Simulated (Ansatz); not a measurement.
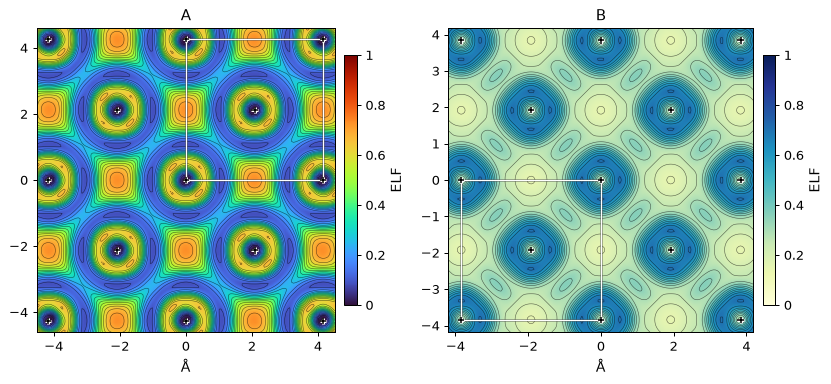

The ELF of 2 systems, each on a plane through atoms (crosses mark nuclei in the plane).

Level of theory: DFT PBEsol, scalar-relativistic, plane waves, PAW (Ansatz).

System 1: Ti, the (110) plane of the conventional cell. Space group I4/mmm; changed on purpose from its base cell (strain +0.050 along x and y, +0.025 along z, atoms carried along); computed pressure about −11 GPa in this cell; computed without spin polarisation.

```cif
data_structure
_symmetry_space_group_name_H-M 'P 1'
_symmetry_Int_Tables_number 1
_cell_length_a 3.0144
_cell_length_b 3.0144
_cell_length_c 4.1615
_cell_angle_alpha 90.000
_cell_angle_beta 90.000
_cell_angle_gamma 90.000
_cell_volume 37.81
loop_
_atom_site_label
_atom_site_type_symbol
_atom_site_fract_x
_atom_site_fract_y
_atom_site_fract_z
_atom_site_occupancy
Ti1 Ti 0.00000 0.00000 0.00000 1
Ti2 Ti 0.50000 0.50000 0.50000 1
```

System 2: Ir, the (010) plane of the conventional cell. Space group Fm-3m; computed pressure about −3 GPa in this cell; computed without spin polarisation.

```
CELL_PARAMETERS angstrom
3.83940 0.00000 0.00000
0.00000 3.83940 0.00000
0.00000 0.00000 3.83940
ATOMIC_POSITIONS crystal
Ir 0.00000 0.00000 0.00000
Ir 0.50000 0.50000 0.00000
Ir 0.50000 0.00000 0.50000
Ir 0.00000 0.50000 0.50000
```

**Match each panel to its system.**

Panel A is system 1, Ti: the plane holds Ti. Ti–Ti (2.98 Å): the ELF is about 0.25 at the midpoint (no localised pair shows between them). Panel B is system 2, Ir: the plane holds Ir. Ir–Ir (2.71 Å): the ELF is about 0.35 at the midpoint: no shared electron pair shows on this line.
